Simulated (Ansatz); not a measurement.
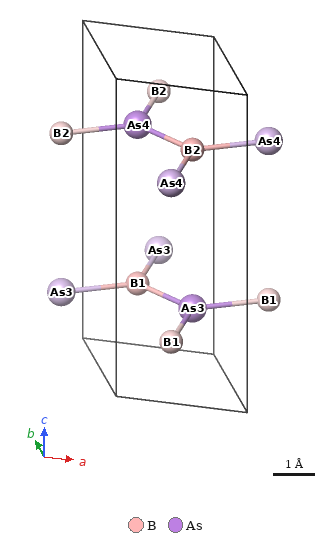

The structure (ball-and-stick view of the cell of the calculation, seen at an oblique angle; neighbours outside the cell are drawn fainter; atoms are numbered from 1 in the order of the input). Near neighbours in the crystal (not all of them lie inside the picture): B has 3 As at 1.94 Å; As has 3 B at 1.94 Å.

**Wannier-function calculation of BAs**

- system: BAs (4 atoms in the cell)
- method: maximally localised Wannier functions of HSE06 bands, plane waves, PAW, no spin polarisation (Ansatz 0.2.0)

The structure was built on a prototype by a generator. The geometry comes from this level: r2SCAN. It belongs to a series of runs on one base structure; here: anion s p. Figures and captions count atoms from 1; the log counts them from 0 in places.

Output
```
scf.n_extra_bands = 6 over 18 filled bands (N_el = 36.0): the run solves 24 bands
Engine: ansatz 0.2.0, aarch64-unknown-linux-gnu
Pseudopotentials: kind: paw
Pseudopotential: B, paw, valence charge 3, recommended cutoff 420 eV (normal), B.paw.azcp
Pseudopotential: As, paw, valence charge 15, recommended cutoff 420 eV (normal), As.paw.azcp
Functional definition: HSE06
  parameter a = 0.25
  parameter omega = 0.11/bohr
  exchange = pbe_x - a*pbe_x_sr(omega) + a*exact_x_sr(omega)
  correlation = pbe_c
davidson cushion auto → on  (no smearing: the cushion is to keep the highest requested band from converging to the state above it; pin scf.eigensolver.cushion to override)
Crystal: 4 atoms, lattice volume = 85.795 Å³
Basis set: ecut = 420 eV, 1685 PW (Γ)
Bands: 24, of which v1, the nominal top of the filled ones, is band 18 counted from 1 (17 counted from 0)
Symmetry: 24 space group operations
Space group: P63/mmc (ITA 194), of the structure as read, at distance tolerance 4.4e-5 Å
k-points: 14 of 72
Non-local potential: B, projectors of the file, l = 0: 2, l = 1: 2, l = 2: 1
Non-local potential: As, projectors of the file, l = 0: 2, l = 1: 2, l = 2: 3, l = 3: 1
PAW form: soft (Blöchl's): semilocal exchange-correlation on the pseudo side does not see the compensation charge
PAW frozen core: B, regenerated for the run's functional, and the local potential with it (the file was generated under x = pbe(κ = 0.804, μ = 0.2195149727645171), c = pbe(β = 0.06672455060314922))
PAW frozen core: As, regenerated for the run's functional, and the local potential with it (the file was generated under x = pbe(κ = 0.804, μ = 0.2195149727645171), c = pbe(β = 0.06672455060314922))
PAW one-centre angular grid: B, 110 points (default); XC on 64 Gauss nodes
PAW one-centre angular grid: As, 590 points (default); XC on 64 Gauss nodes
Initial density: superposition of atomic densities (neutral atoms: chi_scale 0, normalization atom), corrected by the library's trained network
Initial wavefunctions: pseudopotential atomic-orbital guess
Functional: x = pbe(κ = 0.804, μ = 0.2195149727645171), c = pbe(β = 0.06672455060314922), warm-up for x = pbe(κ = 0.804, μ = 0.2195149727645171) + 0.25 (exact − pbe) at short range (hse, ω = 0.20786987370883472 Å⁻¹), c = pbe(β = 0.06672455060314922); HSE06 as pw.x's `hse` composes it (authors' and Libxc's form: `xc: wpbeh`)
SCF iter   1: F=—  HF=-10022.649404 eV  |F-HF|=—  |Δ(HF+E_count)|=         —  Δρ=2.30e-3  dr2=4.20e-3  ethr=1.77e-3  ⟨swp⟩=8.7  Hψ=1526  notcnv=0
preconditioner: auto → none  [insulator: Δε(μ)=0.695 eV  Ē_g=10.659 eV  n_scr=24 (ndim 8)  ℏωp=16.0 eV  f_vac=0.208]
SCF iter   2: F=—  HF=-10022.650416 eV  |F-HF|=—  |Δ(HF+E_count)|=   1.01e-3  Δρ=9.77e-4  dr2=6.68e-4  ethr=1.17e-5  ⟨swp⟩=4.6  Hψ=1066  notcnv=0
SCF iter   3: F=—  HF=-10022.650758 eV  |F-HF|=—  |Δ(HF+E_count)|=   3.42e-4  Δρ=5.27e-4  dr2=1.46e-4  ethr=1.86e-6  ⟨swp⟩=3.1  Hψ=910  notcnv=0
SCF iter   4: F=-10022.651007 eV  HF=-10022.650968 eV  |F-HF|=3.86e-5  |Δ(HF+E_count)|=   2.11e-4  Δρ=2.10e-4  dr2=2.47e-5  ethr=4.06e-7  ⟨swp⟩=3.6  Hψ=864  notcnv=0
SCF 1 stopped early in 4 iterations: F = -10022.651007 eV  dr2 = 2.47e-5
  greatest PAW one-centre occupation: 0.999 electrons in one spin orbital (limit 2), on the As atom at site 3 (counted from 0), in its partial waves of l = 2
Initial density: handed on by an earlier stage of this run
Initial wavefunctions: those handed on with the density
Functional: x = pbe(κ = 0.804, μ = 0.2195149727645171) + 0.25 (exact − pbe) at short range (hse, ω = 0.20786987370883472 Å⁻¹), c = pbe(β = 0.06672455060314922); HSE06 as pw.x's `hse` composes it (authors' and Libxc's form: `xc: wpbeh`)
Exchange kernel: α = 0.2500, screened, ω = 0.2079 Å⁻¹, Wigner–Seitz truncation, v(0) = 1043.5946 eV·Å³, q-mesh 6×6×2, nearest image of the exchange supercell L = 17.49 Å, pair-density grid 15×15×40, without the augmentation charges, whose exchange is taken in its separable form by FFT convolution over the k-point mesh (sized by the pseudopotential files, 20×20×60 at the most), smooth part of the exact exchange by density-matrix convolution
Frozen-core exchange: fock
SCF iter   1: F=—  HF=-10025.214263 eV  |F-HF|=—  |Δ(HF+E_count)|=         —  Δρ=5.93e-3  dr2=2.90e-2  ethr=6.86e-7  ⟨swp⟩=8.1  Hψ=1882  notcnv=0
preconditioner: auto → none  [insulator: Δε(μ)=1.161 eV  Ē_g=12.124 eV  n_scr=24 (ndim 8)  ℏωp=16.0 eV  f_vac=0.206]
SCF iter   2: F=—  HF=-10025.194527 eV  |F-HF|=—  |Δ(HF+E_count)|=   1.97e-2  Δρ=2.69e-3  dr2=6.54e-3  ethr=6.86e-7  ⟨swp⟩=4.6  Hψ=1427  notcnv=0
SCF iter   3: F=—  HF=-10025.193376 eV  |F-HF|=—  |Δ(HF+E_count)|=   1.15e-3  Δρ=1.19e-3  dr2=1.46e-3  ethr=6.86e-7  ⟨swp⟩=4.0  Hψ=1006  notcnv=0
SCF iter   4: F=—  HF=-10025.202707 eV  |F-HF|=—  |Δ(HF+E_count)|=   9.33e-3  Δρ=8.91e-4  dr2=4.76e-4  ethr=6.86e-7  ⟨swp⟩=4.2  Hψ=1315  notcnv=0
iter 5 solved again at ethr=4.86e-8 eV; its pass at ethr=6.86e-7 eV (dr2=1.75e-5 eV) is discarded
SCF iter   5: F=—  HF=-10025.202519 eV  |F-HF|=—  |Δ(HF+E_count)|=   1.88e-4  Δρ=2.09e-4  dr2=6.53e-5  ethr=4.86e-8  ⟨swp⟩=2.1  Hψ=1774  notcnv=0
SCF iter   6: F=—  HF=-10025.202743 eV  |F-HF|=—  |Δ(HF+E_count)|=   2.24e-4  Δρ=1.82e-4  dr2=3.44e-5  ethr=4.86e-8  ⟨swp⟩=4.1  Hψ=980  notcnv=0
SCF iter   7: F=-10025.202735 eV  HF=-10025.202735 eV  |F-HF|=2.09e-7  |Δ(HF+E_count)|=   8.57e-6  Δρ=1.88e-5  dr2=5.07e-6  ethr=4.86e-8  ⟨swp⟩=3.0  Hψ=851  notcnv=0
SCF 2 stopped early in 7 iterations: F = -10025.202735 eV  dr2 = 5.07e-6
hybrid outer 1: dexx = +1.139e-2 eV, tail = 9.25e-5 eV
Exchange kernel: α = 0.2500, screened, ω = 0.2079 Å⁻¹, Wigner–Seitz truncation, v(0) = 1043.5946 eV·Å³, q-mesh 6×6×2, nearest image of the exchange supercell L = 17.49 Å, pair-density grid 15×15×40, without the augmentation charges, whose exchange is taken in its separable form by FFT convolution over the k-point mesh (sized by the pseudopotential files, 20×20×60 at the most), smooth part of the exact exchange by density-matrix convolution
Frozen-core exchange: fock
SCF iter   1: F=—  HF=-10025.203151 eV  |F-HF|=—  |Δ(HF+E_count)|=         —  Δρ=5.41e-5  dr2=2.48e-6  ethr=1.29e-6  ⟨swp⟩=2.7  Hψ=761  notcnv=0
preconditioner: auto → none  [insulator: Δε(μ)=1.133 eV  Ē_g=12.133 eV  n_scr=24 (ndim 8)  ℏωp=16.0 eV  f_vac=0.202]
iter 2 solved again at ethr=1.57e-10 eV; its pass at ethr=5.73e-9 eV (dr2=5.65e-8 eV) is discarded
SCF iter   2: F=—  HF=-10025.203152 eV  |F-HF|=—  |Δ(HF+E_count)|=   4.50e-7  Δρ=1.23e-5  dr2=3.68e-7  ethr=1.57e-10  ⟨swp⟩=2.1  Hψ=1984  notcnv=0
SCF iter   3: F=-10025.203153 eV  HF=-10025.203153 eV  |F-HF|=3.08e-8  |Δ(HF+E_count)|=   1.19e-6  Δρ=1.17e-5  dr2=9.95e-8  ethr=1.57e-10  ⟨swp⟩=4.6  Hψ=1160  notcnv=0  defer=2
SCF 3 converged in 3 iterations: F = -10025.203153 eV  dr2 = 9.95e-8
```

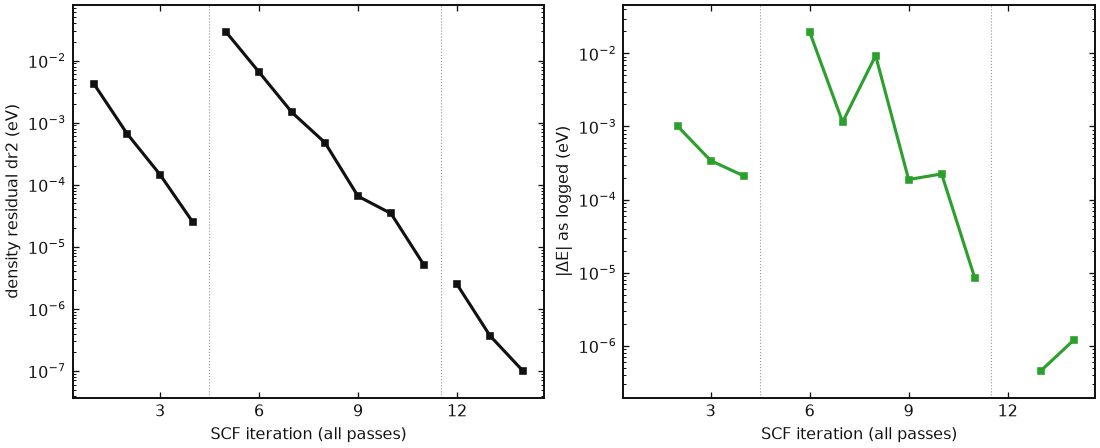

Convergence of the self-consistent field: density residual dr2 and size of the energy change against the SCF iteration. The run starts with a semilocal functional; after that each stretch between dotted lines is one SCF of the hybrid functional between two exact rebuilds of the exchange operator by the outer loop. Early passes are stopped at a loose threshold. The passes take 4, 7 and 3 iterations.

```
hybrid outer 2: dexx = +1.677e-6 eV, tail = 2.77e-7 eV, Δε = 2.09e-3 eV (about 2.28e-4 eV left of the loop's levels)
the search or the solves at the SCF's close seem to have found levels that the self-consistency loop had missed (the run counts 2). By its estimate they hold under 1e-12 electrons; where the run keeps them, the occupations were computed again with them
NSCF: frozen V_eff on 8 k-points
NSCF: frozen V_eff on 18 k-points
the Wannier pass solved 18 of the 72 points of its mesh, and has the states at the others by symmetry: states obtained by the crystal's operations at points that were solved too leave a residual of 1.01e-13 eV (read by the count's bands and the next), within 8.33e-6 eV
hybrid SCF converged: 2 outer / 10 inner (+4 warm-up), last move |dexx| = 1.68e-6 eV, tail = 2.77e-7 eV
Stability not checked: this state was not tested for a lower state beside it, because the functional holds exact exchange (a hybrid, or Hartree-Fock), whose exchange loop this test does not read (fock_operator; see scf.lower_state_search)
Free energy (F): -10025.203153 eV
Frozen-core exchange: fock
Harris-Foulkes:  -10025.203153 eV  (|F-HF|=3.08e-8)
Internal energy: -10025.203153 eV  (E = F + TS)
E sigma→0 (E₀):  -10025.203153 eV
Fermi energy:    4.773587 eV
--- Per-component energies (eV) ---
  E_band       = -718.859244
  E_kinetic    = 297.346817
  E_local      = -4810.150261  (includes V_loc(G=0)·N_el)
  E_nonlocal   = -1316.821260
  E_hartree    = 2490.295645
  E_xc         = -178.143161
  E_vxc        = -185.974034  (∫ρ·V_xc dr)
  E_exx        = -132.662399  (= α·E_x^exact, valence–valence)
  E_paw        = -3738.876298  (= ΣΔE_a)
  E_vpaw       = 581.473563  (= ΣTr[D̂ρ^β])
  E_aug_tail   = 0.000008  (compensation charges beyond the density's cutoff)
  E_ewald      = -2634.646643
  E_core_change = -1.545601  (= ΣΔE_core)
  E_smearing   = -0.000000  (= −TS)
  E_closure    = -0.000000  (closes the sum)
  Σ components = -10025.203153   (vs F -10025.203153, Δ=0.00e0)
--- Band table (eV; the first three rows and the last of 14) ---
  k-point 0: bands = ["-34.3044", "-34.3044", "-34.2994", "-34.2994", "-34.2994", "-34.2994", "-34.2714", "-34.2714", "-34.2714", "-34.2714", "-10.7465", "-10.6302", "-0.3804", "0.8947", "2.8782", "2.8782", "2.9140", "2.9140", "8.5598", "9.5875", "9.8182", "10.4104", "10.4104", "10.5042"]
  k-point 1: bands = ["-34.3044", "-34.3044", "-34.2994", "-34.2994", "-34.2994", "-34.2994", "-34.2714", "-34.2714", "-34.2714", "-34.2714", "-10.6894", "-10.6894", "0.1907", "0.1907", "2.8960", "2.8960", "2.8960", "2.8960", "9.6510", "9.6510", "10.4566", "10.4566", "10.4566", "10.4566"]
  k-point 2: bands = ["-34.3032", "-34.3032", "-34.2979", "-34.2979", "-34.2954", "-34.2953", "-34.2727", "-34.2727", "-34.2717", "-34.2717", "-10.3135", "-10.2004", "0.1321", "0.7026", "0.7629", "1.3914", "2.1176", "2.1594", "9.0173", "9.2485", "9.4150", "11.6516", "12.0468", "12.0793"]
  k-point 13: bands = ["-34.2967", "-34.2967", "-34.2903", "-34.2903", "-34.2859", "-34.2859", "-34.2757", "-34.2757", "-34.2744", "-34.2744", "-7.3186", "-7.3186", "-4.2404", "-4.2404", "-2.0107", "-2.0107", "4.7736", "4.7736", "5.9068", "5.9068", "11.5706", "11.5706", "12.6111", "12.6111"]
Wannier search: line search 1 of at most 3000: gauge-dependent spread (as the search counts it) 6.4195611 Å², largest recent change 1.4e0 Å² and fall left 4.5e-2 Å² against conv_tol 1.0e-8 Å², 0 stops escaped
```

File bands.tsv
```
# k_distance	band_0	band_1	band_2	band_3	band_4	band_5	band_6	band_7	band_8	band_9	band_10	band_11	band_12	band_13	band_14	band_15	band_16	band_17	band_18	band_19	band_20	band_21	band_22	band_23
# fermi_ev = 4.773587
# lock_threshold_ev = 1e-6
# [0, 0, 0] at k_distance = 0.000000
# [0.5, 0, 0] at k_distance = 1.077764
# [0.3333333333, 0.3333333333, 0] at k_distance = 1.700011
# [0, 0, 0.5] at k_distance = 2.995323
# [0.5, 0, 0.5] at k_distance = 4.073087
# [0.3333333333, 0.3333333333, 0.5] at k_distance = 4.695334
# [0.30599, 0.307292, 0] at k_distance = 5.068163
# [0.3666666667, 0.2666666667, 0] at k_distance = 5.183581
# levels_relative_to = fermi_ev
# free_energy_ev = -10025.203153
# largest_residual_norms_ev = 1.128e-4 2.139e-4 2.247e-4 1.445e-4 3.258e-4 3.488e-4 2.368e-4 2.369e-4 2.271e-4 2.271e-4 3.855e-4 3.917e-4 5.539e-4 6.569e-4 8.635e-4 7.901e-4 5.986e-4 7.787e-4 6.194e-4 1.270e-3 9.853e-4 5.587e-4 1.677e-3 9.659e-4
0.000000	-39.078001	-39.077943	-39.073009	-39.073009	-39.073007	-39.073007	-39.045001	-39.045001	-39.044962	-39.044962	-15.520116	-15.403811	-5.154002	-3.878918	-1.895360	-1.895360	-1.859599	-1.859599	3.786166	4.813914	5.044586	5.636830	5.636830	5.730625
1.077764	-39.076647	-39.076631	-39.063739	-39.063721	-39.056709	-39.056708	-39.050231	-39.050212	-39.046245	-39.046214	-12.722055	-12.659932	-9.367227	-9.306007	-4.172373	-4.124237	-1.668837	-0.672218	1.359402	2.577201	3.143398	3.340411	7.674395	8.094635
1.700011	-39.070258	-39.070258	-39.063931	-39.063931	-39.059521	-39.059512	-39.049238	-39.049238	-39.048030	-39.047998	-12.092559	-12.092559	-9.012136	-9.012136	-6.828500	-6.739091	-0.163398	-0.163398	1.389481	1.389481	5.997067	7.625363	7.625363	8.722152
2.995323	-39.077967	-39.077967	-39.073015	-39.073015	-39.073015	-39.073015	-39.044984	-39.044984	-39.044984	-39.044984	-15.462965	-15.462965	-4.582872	-4.582872	-1.877610	-1.877610	-1.877610	-1.877610	4.877445	4.877445	5.683057	5.683057	5.683057	5.683057
4.073087	-39.076642	-39.076642	-39.063732	-39.063732	-39.056709	-39.056709	-39.050219	-39.050219	-39.046228	-39.046228	-12.691099	-12.691099	-9.338098	-9.338098	-4.148470	-4.148470	-1.202252	-1.202252	1.872284	1.872284	3.238870	3.238870	8.794525	8.794525
4.695334	-39.070267	-39.070267	-39.063934	-39.063934	-39.059518	-39.059518	-39.049239	-39.049239	-39.048012	-39.048012	-12.092227	-12.092227	-9.014027	-9.014027	-6.784290	-6.784290	0.000000	0.000000	1.133233	1.133233	6.797025	6.797025	7.837514	7.837514
5.068163	-39.070517	-39.070516	-39.064281	-39.064277	-39.059219	-39.059212	-39.049313	-39.049313	-39.047881	-39.047851	-12.191535	-12.159605	-8.976602	-8.949942	-6.706798	-6.619270	-0.626922	0.051743	1.186949	1.832089	6.106690	7.423340	7.518385	8.418874
5.183581	-39.070836	-39.070833	-39.064214	-39.064194	-39.059061	-39.059052	-39.049398	-39.049394	-39.047784	-39.047748	-12.199082	-12.168484	-9.029796	-9.001423	-6.603300	-6.517490	-0.648922	0.032886	1.165386	1.849803	6.191880	7.182655	7.243604	8.497358
```

File wannier.spreads.toml
```
omega_i_ang2 = 11.327688441331873
omega_d_ang2 = 0.731132620108755
omega_od_ang2 = 1.6752579856975454
omega_total_ang2 = 13.734079047138174
least_projectability = 0.6485056534327153
b_vectors_match_mmn = true
n_iter = 37
converged = true
rejected_fitted_steps = 2

[[wannier]]
r = [1.68292873492482, 0.02982888698389711, 2.1861491577947136]
spread = 1.155187895505514

[[wannier]]
r = [0.8156317839266676, 1.4723734524946828, 6.558451013184281]
spread = 1.1551879260591775

[[wannier]]
r = [0.8672969274199229, 1.4425445851117449, 2.1861493344703784]
spread = 1.1551879387723307

[[wannier]]
r = [-0.8156318044844711, 1.4723734885839685, 6.558450836458647]
spread = 1.15518795091824

[[wannier]]
r = [0.00000001789325387511631, 2.8850891834993466, 6.558449733260595]
spread = 1.1551879523073723

[[wannier]]
r = [2.498560524140788, 1.4425445864860174, 2.186149963730783]
spread = 1.1551879951641038

[[wannier]]
r = [-0.000000001441898855730324, 1.9432787176601047, 6.558440561736003]
spread = 3.4014756906551042

[[wannier]]
r = [1.6829287269197564, 0.9716393633218011, 2.186149043436889]
spread = 3.4014756977562204

[[curvature_check]]
after_line_search = 13
omega_tilde_before_ang2 = 4.7808526644740805
krylov_steps = 31
lowest_ritz_value_ang2 = -4.723451695446642
residual_ang2 = 6.8215666452062525e-12
settled = true
first_negative_step = 3
curvature_along_ang2 = -2.7264497570357236
angle_rad = 0.8070896550841117
omega_tilde_after_ang2 = 3.5228871195389435
outcome = "escaped"

[[curvature_check]]
after_line_search = 37
omega_tilde_before_ang2 = 2.4063906058063003
krylov_steps = 23
lowest_ritz_value_ang2 = 0.32323718419807124
residual_ang2 = 2.64373570743747e-9
settled = true
outcome = "no-negative-curvature"
```

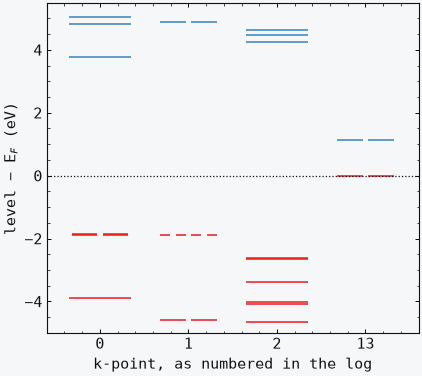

Kohn–Sham levels near the Fermi level (dotted) at the few k-points that the log prints; levels within 0.02 eV of each other stand side by side. Among these points the highest filled and lowest empty levels are 1.13 eV apart, which is the gap on the mesh.

The run was set up as follows.

The input
```yaml
crystal:
  lattice:
    - [3.3658574568, 0.0, 0.0]
    - [-1.6829287284, 2.9149180631, 0.0]
    - [0.0, 0.0, 8.7445975206]
  atoms:
    - { symbol: B, position: [0.3333333333, 0.6666666667, 0.25] }
    - { symbol: B, position: [0.6666666667, 0.3333333333, 0.75] }
    - { symbol: As, position: [0.6666666667, 0.3333333333, 0.25] }
    - { symbol: As, position: [0.3333333333, 0.6666666667, 0.75] }
kpoints:
  mp_grid: { grid: [6, 6, 2] }
  band_path:
    path:
      - [0.0, 0.0, 0.0]
      - [0.5, 0.0, 0.0]
      - [0.3333333333, 0.3333333333, 0.0]
      - [0.0, 0.0, 0.5]
      - [0.5, 0.0, 0.5]
      - [0.3333333333, 0.3333333333, 0.5]
      - [0.30599, 0.307292, 0.0]
      - [0.3666666667, 0.2666666667, 0.0]
    npoints: 1
hamiltonian:
  xc: hse06
scf:
  occupations: { method: fixed }
  n_extra_bands: 6
output:
  forces: false
  stress: false
  eigenvalues: true
  wannier:
    kmesh: [6, 6, 2]
    projections: [{ species: As, l: s, shell: 4 }, { species: As, l: p, shell: 4 }]
    minimise: true
    write_hr: true
    conv_tol: 1.0e-08
    max_iter: 3000
```

File wannier.win
```
! ansatz wannier90 interface
! projections by site (counted from 0) and shell: 2 4S, 3 4S, 2 4P, 3 4P
! states of the run's bands (counted from 1): 11-18
! their least projectability: 0.6485
num_bands = 8
num_wann  = 8
num_iter  = 2000
conv_tol = 1e-8
conv_window = 5
guiding_centres = true
shell_list = 2 1
write_hr = true

begin unit_cell_cart
Ang
        3.365857456796488                      0.0                      0.0
       -1.682928728398244        2.914918063103042                      0.0
                      0.0                      0.0             8.7445975206
end unit_cell_cart

begin atoms_frac
B         0.3333333333333333       0.6666666666666666                     0.25
B         0.6666666666666666       0.3333333333333333                     0.75
As        0.6666666666666666       0.3333333333333333                     0.25
As        0.3333333333333333       0.6666666666666666                     0.75
end atoms_frac

mp_grid = 6 6 2
```

Launched with:
```bash
ansatz run input.yaml --threads 4 --pin off --max-ram 3686MiB --backend cpu --events-out ev --progress --plain --runs-dir out
```

Results in brief

```json
{"quantity": "outcome", "value": "converged"}
{"quantity": "space group (tolerance 0.01 Å)", "value": "P6₃/mmc (194)"}
{"quantity": "electrons treated", "value": "36"}
{"quantity": "free energy", "value": "−10025.2032 eV"}
{"quantity": "total spread of the Wannier functions", "value": "13.734 Å²"}
{"quantity": "Fermi energy", "value": "4.774 eV"}
{"quantity": "gap on the k-point mesh", "value": "1.13 eV"}
{"quantity": "hardware", "value": "4 threads of Arm Neoverse V2, 24 GiB of memory available, shared host"}
{"quantity": "wall time", "value": "78 s (CPU time 4.8 min)"}
{"quantity": "peak memory", "value": "1.5 GiB"}
```
